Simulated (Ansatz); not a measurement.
## Geometry relaxation of NbN

- system: NbN (Fm-3m, 2 atoms in the cell)
- method: DFT LDA, scalar-relativistic, plane waves, PAW, no spin polarisation (Ansatz 0.2.0)

The structure derives from an entry of the Crystallography Open Database. It belongs to a series of runs on one base structure; here: cell and atoms relaxed tightly for response. Figures and captions count atoms from 1; the log counts them from 0 in places.

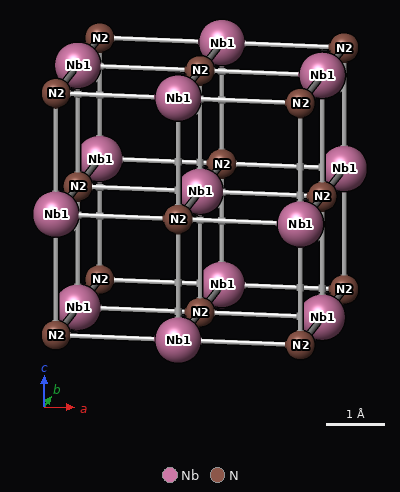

**Figure 1.** The starting structure (ball-and-stick view of the cell 4 times as large as that of the calculation, set on its symmetry axes, seen slightly off an axis; atoms are numbered from 1 in the order of the input). Near neighbours in the crystal (not all of them lie inside the picture): Nb has 6 N at 2.18 Å; N has 6 Nb at 2.18 Å.

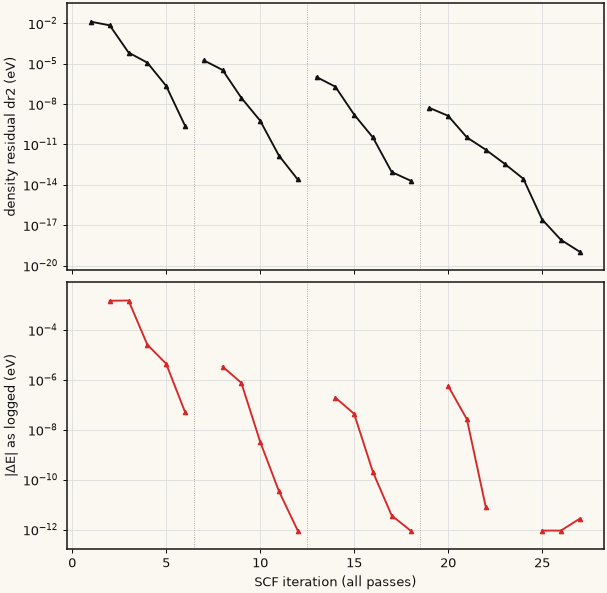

**Figure 2.** Convergence of the self-consistent field: density residual dr2 and size of the energy change against the SCF iteration. The dotted lines part the SCF passes of the relaxation: geometry steps, rejected trials and re-solves on a re-selected basis. The passes take 6, 6, 6 and 9 iterations.

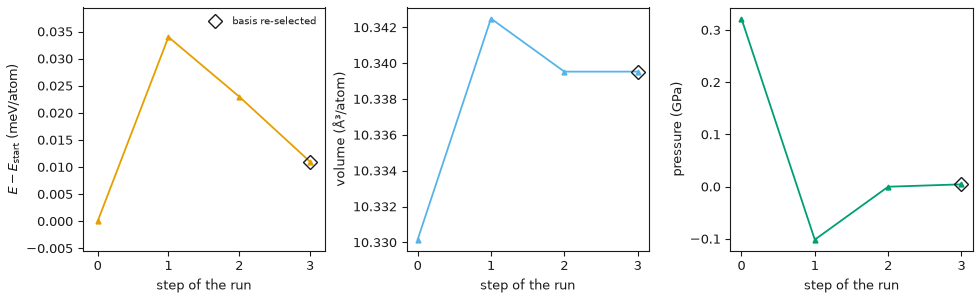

**Figure 3.** Progress of the relaxation, step by step (the first geometry is step 0 here and step 1 in the log). No atom moves by more than 0.005 Å relative to the cell. Cell: a = b = c 4.356 → 4.357 Å (0.0 %). Volume +0.1 %. The space group stays Fm-3m (No. 225). After 2 geometry steps the energy has risen by next to nothing (0.0 meV per atom). All forces vanish by symmetry, so only the cell relaxes. Pressure: 0.32 GPa at the start and 0.00 GPa at the end. A last SCF at the same geometry on a re-selected plane-wave basis shifts the energy by next to nothing (0.0 meV per atom).

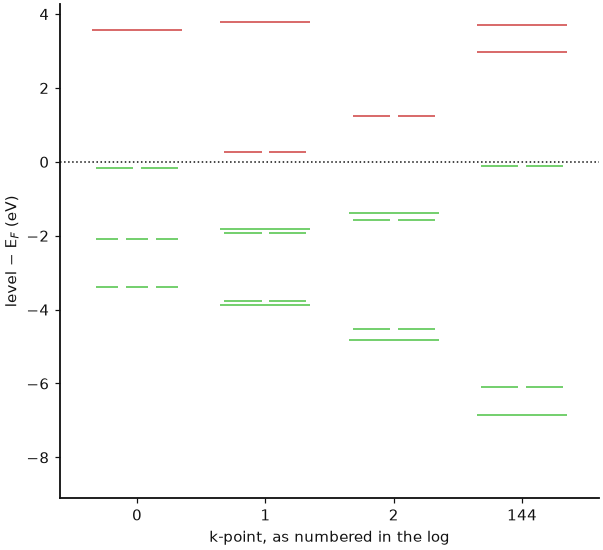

**Figure 4.** Kohn–Sham levels near the Fermi level (dotted) at the few k-points that the log prints; levels within 0.02 eV of each other stand side by side. The system is metallic on the full mesh.

These pictures come from the run below.

**The input**
```yaml
crystal:
  lattice:
    - [0.0, 2.1778875538, 2.1778875538]
    - [2.1778875538, 0.0, 2.1778875538]
    - [2.1778875538, 2.1778875538, 0.0]
  atoms:
    - { symbol: Nb, position: [0.5, 0.5, 0.5] }
    - { symbol: "N", position: [0.0, 0.0, 0.0] }
basis:
  ecutwfc: 420
kpoints:
  mp_grid: { grid: [16, 16, 16] }
hamiltonian:
  xc: lda
scf:
  occupations: { method: fermi_dirac, width: 0.15 }
output:
  forces: true
  stress: true
  eigenvalues: true
relax:
  adjacent_minimum: "off"
  f_tol: 0.001
  max_steps: 60
  cell: { stress_tol: 0.01 }
```

Launch command:
```bash
ansatz run input.yaml --threads 1 --pin off --max-ram 3072MiB --backend cpu --events-out ev --progress --plain --runs-dir out
```

**The program's output**
```
Engine: ansatz 0.2.0, x86_64-unknown-linux-gnu
Pseudopotentials: kind: paw
Pseudopotential: Nb, paw, valence charge 13, recommended cutoff 420 eV (normal), Nb.paw.azcp
Pseudopotential: N, paw, valence charge 5, recommended cutoff 420 eV (normal), N.paw.azcp
Functional definition: SPW92
  exchange = slater_x
  correlation = pw_c
Crystal: 2 atoms, lattice volume = 20.660 Å³
Basis set: ecut = 420 eV, 411 PW (Γ)
Bands: 13, of which v1, the nominal top of the filled ones, is band 9 counted from 1 (8 counted from 0)
Symmetry: 48 space group operations
Space group: Fm-3m (ITA 225), of the structure as read, at distance tolerance 2.7e-5 Å
k-points: 145 of 4096
Non-local potential: Nb, projectors of the file, l = 0: 3, l = 1: 2, l = 2: 2, l = 3: 1
Non-local potential: N, projectors of the file, l = 0: 2, l = 1: 2, l = 2: 1
PAW form: soft (Blöchl's): semilocal exchange-correlation on the pseudo side does not see the compensation charge
PAW frozen core: Nb, regenerated for the run's functional, and the local potential with it (the file was generated under x = pbe(κ = 0.804, μ = 0.2195149727645171), c = pbe(β = 0.06672455060314922))
PAW frozen core: N, regenerated for the run's functional, and the local potential with it (the file was generated under x = pbe(κ = 0.804, μ = 0.2195149727645171), c = pbe(β = 0.06672455060314922))
PAW one-centre angular grid: Nb, 590 points (default); XC on 64 Gauss nodes
PAW one-centre angular grid: N, 110 points (default); XC on 64 Gauss nodes
Initial density: superposition of atomic densities (neutral atoms: chi_scale 0, normalization atom), corrected by the library's trained network
Initial wavefunctions: pseudopotential atomic-orbital guess
Functional: x = slater, c = lda
SCF iter   1: F=—  HF=-4818.950894 eV  |F-HF|=—  |Δ(HF+E_count)|=         —  Δρ=9.12e-3  dr2=1.32e-2  ethr=1.77e-3  ⟨swp⟩=5.1  Hψ=21869  notcnv=0  defer=7
automatic band count: the SCF goes on with 17 bands, as 13 were too few: the levels above may hold too much charge
preconditioner: auto → none  [metal: Δε(μ)=0.010 eV  Ē_g=15.231 eV  σ=0.150 eV  W_gap=0.02  n_scr=8 (ndim 8)  ℏωp=25.8 eV  f_vac=0.000  D(μ)=0.94/eV (n_scr^D=8)  sad-step TF]
SCF iter   2: F=—  HF=-4818.949394 eV  |F-HF|=—  |Δ(HF+E_count)|=   1.50e-3  Δρ=6.09e-3  dr2=7.03e-3  ethr=7.33e-5  ⟨swp⟩=1.0  Hψ=3625  notcnv=0  defer=7
SCF iter   3: F=—  HF=-4818.947862 eV  |F-HF|=—  |Δ(HF+E_count)|=   1.53e-3  Δρ=9.57e-4  dr2=6.75e-5  ethr=3.91e-5  ⟨swp⟩=1.2  Hψ=2400  notcnv=0  defer=7
SCF iter   4: F=—  HF=-4818.947836 eV  |F-HF|=—  |Δ(HF+E_count)|=   2.59e-5  Δρ=2.38e-4  dr2=1.19e-5  ethr=3.75e-7  ⟨swp⟩=2.0  Hψ=3656  notcnv=0  defer=7
SCF iter   5: F=—  HF=-4818.947832 eV  |F-HF|=—  |Δ(HF+E_count)|=   4.48e-6  Δρ=4.08e-5  dr2=2.25e-7  ethr=6.63e-8  ⟨swp⟩=2.2  Hψ=3428  notcnv=0  defer=7
SCF iter   6: F=-4818.947832 eV  HF=-4818.947832 eV  |F-HF|=2.42e-10  |Δ(HF+E_count)|=   5.29e-8  Δρ=2.87e-6  dr2=2.53e-10  ethr=5.56e-10  ⟨swp⟩=6.7  Hψ=10676  notcnv=0
SCF 1 converged in 6 iterations: F = -4818.947832 eV  dr2 = 2.53e-10
  greatest PAW one-centre occupation: 0.997 electrons in one spin orbital (limit 2), on the Nb atom at site 0 (counted from 0), in its partial waves of l = 0
relax step   1: F+E_penalty+E_count = -4818.94783187 eV  Δ(F+E_penalty+E_count) = +0.000e0 eV  max|allowed force component| = 2.324e-29 eV/Å  Δτ_max = 0.0000 Å  P = +0.322 GPa  Ω = 20.660 Å³  (6 SCF iters, dr2 threshold 1.00e-7 eV, accepted)
Crystal: 2 atoms, lattice volume = 20.685 Å³
Bands: 17, of which v1, the nominal top of the filled ones, is band 9 counted from 1 (8 counted from 0)
Initial density: handed on by an earlier stage of this run
Initial wavefunctions: those handed on with the density
iter 1 solved again at ethr=1.02e-7 eV; its pass at ethr=3.10e-3 eV (dr2=1.84e-5 eV) is discarded
SCF iter   1: F=—  HF=-4818.947768 eV  |F-HF|=—  |Δ(HF+E_count)|=         —  Δρ=2.88e-4  dr2=1.78e-5  ethr=1.02e-7  ⟨swp⟩=1.0  Hψ=11823  notcnv=0
preconditioner: auto → none  [metal: Δε(μ)=0.016 eV  Ē_g=15.252 eV  σ=0.150 eV  W_gap=0.03  n_scr=8 (ndim 8)  ℏωp=25.8 eV  f_vac=0.000  D(μ)=0.94/eV (n_scr^D=8)]
SCF iter   2: F=—  HF=-4818.947764 eV  |F-HF|=—  |Δ(HF+E_count)|=   3.44e-6  Δρ=1.18e-4  dr2=3.42e-6  ethr=9.88e-8  ⟨swp⟩=1.0  Hψ=2465  notcnv=0
iter 3 did not close the SCF: its close was put off for the readings that it lacked (scf_convergence_deferred on its scf_iter line)
SCF iter   3: F=-4818.947764 eV  HF=-4818.947764 eV  |F-HF|=1.68e-8  |Δ(HF+E_count)|=   7.64e-7  Δρ=1.41e-5  dr2=2.91e-8  ethr=1.90e-8  ⟨swp⟩=1.1  Hψ=2518  notcnv=0
iter 4 did not close the SCF: its close was put off for the readings that it lacked (scf_convergence_deferred on its scf_iter line)
SCF iter   4: F=-4818.947764 eV  HF=-4818.947764 eV  |F-HF|=2.74e-10  |Δ(HF+E_count)|=   3.35e-9  Δρ=2.17e-6  dr2=5.86e-10  ethr=1.62e-10  ⟨swp⟩=2.2  Hψ=3017  notcnv=0
iter 5 did not close the SCF: its close was put off for the readings that it lacked (scf_convergence_deferred on its scf_iter line)
SCF iter   5: F=-4818.947764 eV  HF=-4818.947764 eV  |F-HF|=0.00e0  |Δ(HF+E_count)|=  3.46e-11  Δρ=1.98e-7  dr2=1.48e-12  ethr=3.26e-12  ⟨swp⟩=2.5  Hψ=3765  notcnv=0
SCF iter   6: F=-4818.947764 eV  HF=-4818.947764 eV  |F-HF|=9.09e-13  |Δ(HF+E_count)|=  9.09e-13  Δρ=1.56e-8  dr2=2.51e-14  ethr=1.00e-12  ⟨swp⟩=1.0  Hψ=5510  notcnv=0
SCF 2 converged in 6 iterations: F = -4818.947764 eV  dr2 = 2.51e-14
relax step   2: F+E_penalty+E_count = -4818.94776356 eV  Δ(F+E_penalty+E_count) = +6.830e-5 eV  max|allowed force component| = 4.352e-29 eV/Å  Δτ_max = 0.0000 Å  P = -0.102 GPa  Ω = 20.685 Å³  energy of the carried Pulay correction = -8.526e-5 eV  (6 SCF iters, dr2 threshold 2.00e-7 eV, accepted)
Crystal: 2 atoms, lattice volume = 20.679 Å³
iter 1 solved again at ethr=5.84e-9 eV; its pass at ethr=3.10e-3 eV (dr2=1.05e-6 eV) is discarded
SCF iter   1: F=—  HF=-4818.947786 eV  |F-HF|=—  |Δ(HF+E_count)|=         —  Δρ=6.91e-5  dr2=1.02e-6  ethr=5.84e-9  ⟨swp⟩=1.0  Hψ=11822  notcnv=0
preconditioner: auto → none  [metal: Δε(μ)=0.016 eV  Ē_g=15.256 eV  σ=0.150 eV  W_gap=0.03  n_scr=8 (ndim 8)  ℏωp=25.8 eV  f_vac=0.000  D(μ)=0.94/eV (n_scr^D=8)]
SCF iter   2: F=—  HF=-4818.947786 eV  |F-HF|=—  |Δ(HF+E_count)|=   1.97e-7  Δρ=2.82e-5  dr2=1.96e-7  ethr=5.66e-9  ⟨swp⟩=1.0  Hψ=2465  notcnv=0
iter 3 did not close the SCF: its close was put off for the readings that it lacked (scf_convergence_deferred on its scf_iter line)
SCF iter   3: F=-4818.947786 eV  HF=-4818.947786 eV  |F-HF|=9.66e-10  |Δ(HF+E_count)|=   4.38e-8  Δρ=3.38e-6  dr2=1.66e-9  ethr=1.09e-9  ⟨swp⟩=1.1  Hψ=2519  notcnv=0
iter 4 did not close the SCF: its close was put off for the readings that it lacked (scf_convergence_deferred on its scf_iter line)
SCF iter   4: F=-4818.947786 eV  HF=-4818.947786 eV  |F-HF|=1.55e-11  |Δ(HF+E_count)|=  2.02e-10  Δρ=5.16e-7  dr2=3.30e-11  ethr=9.24e-12  ⟨swp⟩=2.3  Hψ=3040  notcnv=0
iter 5 did not close the SCF: its close was put off for the readings that it lacked (scf_convergence_deferred on its scf_iter line)
SCF iter   5: F=-4818.947786 eV  HF=-4818.947786 eV  |F-HF|=9.09e-13  |Δ(HF+E_count)|=  3.64e-12  Δρ=4.72e-8  dr2=8.92e-14  ethr=1.00e-12  ⟨swp⟩=1.0  Hψ=2465  notcnv=0
SCF iter   6: F=-4818.947786 eV  HF=-4818.947786 eV  |F-HF|=1.82e-12  |Δ(HF+E_count)|=  9.09e-13  Δρ=1.21e-8  dr2=2.05e-14  ethr=1.00e-12  ⟨swp⟩=1.0  Hψ=5510  notcnv=0
SCF 3 converged in 6 iterations: F = -4818.947786 eV  dr2 = 2.05e-14
relax step   3: F+E_penalty+E_count = -4818.94778590 eV  Δ(F+E_penalty+E_count) = -2.233e-5 eV  max|allowed force component| = 9.006e-30 eV/Å  Δτ_max = 0.0000 Å  P = -0.000 GPa  Ω = 20.679 Å³  energy of the carried Pulay correction = -6.481e-5 eV  (6 SCF iters, dr2 threshold 2.58e-8 eV, accepted)
Initial wavefunctions: pseudopotential atomic-orbital guess (no wavefunctions were taken with the density)
iter 1 solved again at ethr=6.38e-8 eV; its pass at ethr=3.10e-3 eV (dr2=1.15e-5 eV) is discarded
SCF iter   1: F=—  HF=-4818.947810 eV  |F-HF|=—  |Δ(HF+E_count)|=         —  Δρ=3.48e-5  dr2=5.25e-9  ethr=6.38e-8  ⟨swp⟩=3.0  Hψ=17960  notcnv=0
SCF iter   2: F=—  HF=-4818.947810 eV  |F-HF|=—  |Δ(HF+E_count)|=   5.75e-7  Δρ=1.74e-5  dr2=1.34e-9  ethr=2.92e-11  ⟨swp⟩=2.1  Hψ=3702  notcnv=0
SCF iter   3: F=—  HF=-4818.947810 eV  |F-HF|=—  |Δ(HF+E_count)|=   2.63e-8  Δρ=4.89e-7  dr2=3.34e-11  ethr=7.47e-12  ⟨swp⟩=1.0  Hψ=2465  notcnv=0
SCF iter   4: F=—  HF=-4818.947810 eV  |F-HF|=—  |Δ(HF+E_count)|=  8.19e-12  Δρ=1.65e-7  dr2=4.08e-12  ethr=1.86e-13 (applied; sched 1.00e-12)  ⟨swp⟩=2.1  Hψ=3103  notcnv=0
iter 5 did not close the SCF: its close was put off for the readings that it lacked (scf_convergence_deferred on its scf_iter line)
SCF iter   5: F=-4818.947810 eV  HF=-4818.947810 eV  |F-HF|=9.09e-13  |Δ(HF+E_count)|=    0.00e0  Δρ=4.93e-8  dr2=3.71e-13  ethr=2.27e-14 (applied; sched 1.00e-12)  ⟨swp⟩=1.0  Hψ=2471  notcnv=0
iter 6 did not close the SCF: its close was put off for the readings that it lacked (scf_convergence_deferred on its scf_iter line)
SCF iter   6: F=-4818.947810 eV  HF=-4818.947810 eV  |F-HF|=9.09e-13  |Δ(HF+E_count)|=    0.00e0  Δρ=1.31e-8  dr2=2.83e-14  ethr=4.44e-15 (applied; sched 1.00e-12)  ⟨swp⟩=1.0  Hψ=2465  notcnv=0
iter 7 did not close the SCF: its close was put off for the readings that it lacked (scf_convergence_deferred on its scf_iter line)
SCF iter   7: F=-4818.947810 eV  HF=-4818.947810 eV  |F-HF|=9.09e-13  |Δ(HF+E_count)|=  9.09e-13  Δρ=5.65e-10  dr2=2.66e-17  ethr=4.44e-15 (applied; sched 1.00e-12)  ⟨swp⟩=1.0  Hψ=2465  notcnv=0
iter 8 did not close the SCF: its close was put off for the readings that it lacked (scf_convergence_deferred on its scf_iter line)
SCF iter   8: F=-4818.947810 eV  HF=-4818.947810 eV  |F-HF|=9.09e-13  |Δ(HF+E_count)|=  9.09e-13  Δρ=9.84e-11  dr2=8.23e-19  ethr=4.44e-15 (applied; sched 1.00e-12)  ⟨swp⟩=1.0  Hψ=2465  notcnv=0
SCF iter   9: F=-4818.947810 eV  HF=-4818.947810 eV  |F-HF|=1.82e-12  |Δ(HF+E_count)|=  2.73e-12  Δρ=2.48e-11  dr2=1.07e-19  ethr=1.00e-12  ⟨swp⟩=1.0  Hψ=5521  notcnv=0
SCF 4 converged in 9 iterations: F = -4818.947810 eV  dr2 = 1.07e-19
relax step   4: F+E_penalty+E_count = -4818.94781044 eV  Δ(F+E_penalty+E_count) = -2.454e-5 eV  max|allowed force component| = 1.680e-29 eV/Å  Δτ_max = 0.0000 Å  P = +0.004 GPa  Ω = 20.679 Å³  stress off target by 4.45e-3 GPa  SCF on the basis re-selected at this cell (its energy is not comparable with the rows above)  (9 SCF iters)
basis re-selected at this cell: Δ(F+E_penalty+E_count) = -2.454e-5 eV, ΔP = +0.005 GPa vs the last step (what re-selecting the basis moved, of the pressure what is left beyond the Pulay correction that the steps carried, after the strain that the cell walked since its last selection, with what the two solves' SCF thresholds leave and, on support functions, any second-order correction that the steps lacked; it is no measure of the basis error at this ecutwfc). This SCF's stress stands 4.45e-3 GPa from its target on what of the cell is left free (relax.cell.stress_tol is 1.00e-2 GPa) and its largest allowed force component is 1.68e-29 eV/Å (relax.f_tol is 1.00e-3 eV/Å): within both
SCF converged after 9 iterations
Free energy (F): -4818.947810 eV
Harris-Foulkes:  -4818.947810 eV  (|F-HF|=1.82e-12)
Internal energy: -4818.878905 eV  (E = F + TS)
E sigma→0 (E₀):  -4818.913358 eV
Entropy (-TS):   -0.068905 eV (-34.453 meV/atom)
Fermi energy:    20.856435 eV
--- Per-component energies (eV) ---
  E_band       = -4.655782
  E_kinetic    = 530.688097
  E_local      = -710.872105  (includes V_loc(G=0)·N_el)
  E_nonlocal   = 169.795104
  E_hartree    = 213.840395
  E_xc         = -236.144490
  E_vxc        = -291.591232  (∫ρ·V_xc dr)
  E_paw        = -3082.816870  (= ΣΔE_a)
  E_vpaw       = -130.356532  (= ΣTr[D̂ρ^β])
  E_aug_tail   = 0.000095  (compensation charges beyond the density's cutoff)
  E_ewald      = -1703.874870
  E_core_change = 0.505738  (= ΣΔE_core)
  E_smearing   = -0.068905  (= −TS)
  E_closure    = 0.000000  (closes the sum)
  Σ components = -4818.947810   (vs F -4818.947810, Δ=0.00e0)
--- Forces (eV/Å), atoms counted from 1 ---
  atom   1  Nb     0.00000000    -0.00000000    -0.00000000
  atom   2  N     -0.00000000    -0.00000000    -0.00000000
  max |Σ_I F_I| component: 3.37e-29 eV/Å
--- Stress (GPa, compression-positive) ---
        0.004449      -0.000000      -0.000000
       -0.000000       0.004449      -0.000000
       -0.000000      -0.000000       0.004449
  P = ⅓ Tr σ = 0.0044 GPa (0.044 kbar)
--- Band table (eV; the first three rows and the last of 145) ---
  k-point 0: bands = ["-35.3369", "-11.0282", "-11.0282", "-11.0282", "3.2892", "17.4601", "17.4601", "17.4601", "18.7780", "18.7780", "18.7780", "20.6959", "20.6959", "24.4131", "30.2234", "44.0713", "44.0713"]
  k-point 1: bands = ["-35.3311", "-11.0771", "-11.0321", "-11.0321", "3.3816", "16.9740", "17.0775", "17.0775", "18.9336", "18.9336", "19.0517", "21.1198", "21.1198", "24.6410", "30.4928", "43.0787", "43.5424"]
  k-point 2: bands = ["-35.3145", "-11.2143", "-11.0431", "-11.0431", "3.6465", "16.0257", "16.3321", "16.3321", "19.2733", "19.2733", "19.4624", "22.1036", "22.1036", "25.2380", "31.2331", "41.3553", "42.1665"]
  k-point 144: bands = ["-35.1310", "-11.7052", "-11.7052", "-11.4506", "4.6900", "14.0166", "14.7737", "14.7737", "20.7550", "20.7550", "23.8305", "24.5687", "25.5978", "32.8292", "32.9587", "32.9587", "37.2408"]
--- Relaxed structure (3 steps of the walk, 3 accepted, 1 SCFs on fresh bases) ---
  F+E_penalty+E_count = -4818.94781044 eV   max|allowed force component| = 1.680e-29 eV/Å   (the final SCF, on the basis selected at the relaxed cell)
  cell:  # Å, volume = 20.6791 Å³
    - [-1.2993198683883754e-33, 2.178546875165257, 2.178546875165257]
    - [2.178546875165257, -9.681206862501621e-34, 2.178546875165257]
    - [2.178546875165257, 2.178546875165257, -4.331066227961251e-34]
  atoms:
    - { symbol: Nb, position: [0.5, 0.5, 0.5] }
    - { symbol: N, position: [2.3838543501361926e-38, -2.4738111180958943e-38, -3.643249101320678e-38] }
```

**Trajectory as extended XYZ (Å, eV, eV/Å), 4 frames, from step=1 to step=4**
```
2
Lattice="0.0000 2.1779 2.1779 2.1779 0.0000 2.1779 2.1779 2.1779 0.0000" Properties=species:S:1:pos:R:3:forces:R:3 step=1 energy=-4818.94783 pressure_GPa=0.32
Nb    2.1779    2.1779    2.1779    0.0000   0.0000   0.0000
N     0.0000    0.0000    0.0000    0.0000   0.0000   0.0000
2
Lattice="0.0000 2.1788 2.1788 2.1788 0.0000 2.1788 2.1788 2.1788 0.0000" Properties=species:S:1:pos:R:3:forces:R:3 step=2 energy=-4818.94776 pressure_GPa=-0.10
Nb    2.1788    2.1788    2.1788    0.0000   0.0000   0.0000
N     0.0000    0.0000    0.0000    0.0000   0.0000   0.0000
2
Lattice="0.0000 2.1785 2.1785 2.1785 0.0000 2.1785 2.1785 2.1785 0.0000" Properties=species:S:1:pos:R:3:forces:R:3 step=3 energy=-4818.94779 pressure_GPa=-0.00
Nb    2.1785    2.1785    2.1785    0.0000   0.0000   0.0000
N     0.0000    0.0000    0.0000    0.0000   0.0000   0.0000
2
Lattice="0.0000 2.1785 2.1785 2.1785 0.0000 2.1785 2.1785 2.1785 0.0000" Properties=species:S:1:pos:R:3:forces:R:3 step=4 energy=-4818.94781 pressure_GPa=0.00
Nb    2.1785    2.1785    2.1785    0.0000   0.0000   0.0000
N     0.0000    0.0000    0.0000    0.0000   0.0000   0.0000
```

**Key numbers**

```tsv
quantity	value
outcome	converged
space group (tolerance 0.01 Å)	Fm-3m (225)
electrons treated	18
free energy	−4818.9478 eV
Fermi energy	20.856 eV
gap on the k-point mesh	none (metallic)
pressure	0.00 GPa
final volume	20.68 Å³
largest force (length of the vector) at the end	under 0.001 eV/Å
final cell	a = 3.081 Å, b = 3.081 Å, c = 3.081 Å, α = 60.00°, β = 60.00°, γ = 60.00°
hardware	1 thread of AMD EPYC (Zen 3), 189 GiB of memory available, shared host
wall time	28 s
peak memory	0.37 GiB
```

Results for this metal are sensitive to the k-point mesh.
